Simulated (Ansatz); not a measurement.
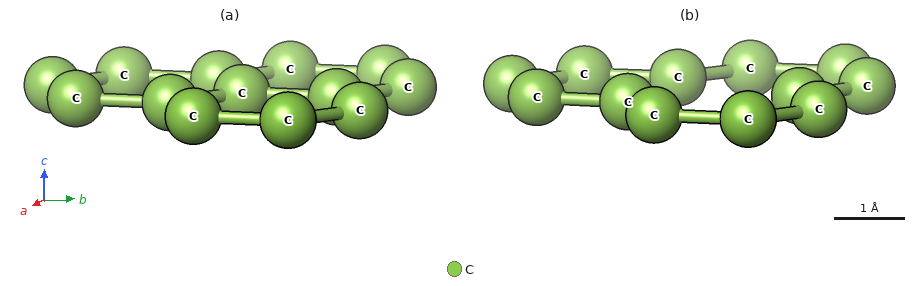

Left: perfect C. Right: the same region with one point defect, after relaxing the atoms in a supercell of 36 sites. Style: ball-and-stick. Shown: the atoms within 3.3 Å of one point, slightly off an axis.

Method: Ansatz 0.2.0, DFT, PBE, plane-wave PAW, default files, scalar-relativistic. Settings: plane-wave cutoff 420 eV; k-point mesh 3 × 3 × 3; occupations fermi dirac; smearing width 0.01 eV; collinear spin. The axes drawn are those of the host's conventional cell.

Question: Which defect is it?

Answer: A carbon atom is taken out (a vacancy).

The charge state of the cell is 0.

Question: How does the lattice respond?

Answer: Around the empty C site the host had 3 C at 1.43 Å; after relaxation the nearest atoms are 3 C at 1.48 Å. Of the host's atoms, a carbon atom moves furthest from its site, by 0.05 Å. The cell's net moment is 1.26 μB.

Limits of the set-up: the periodic images lie only 6.8 Å apart, so the values are limited by the cell's size.
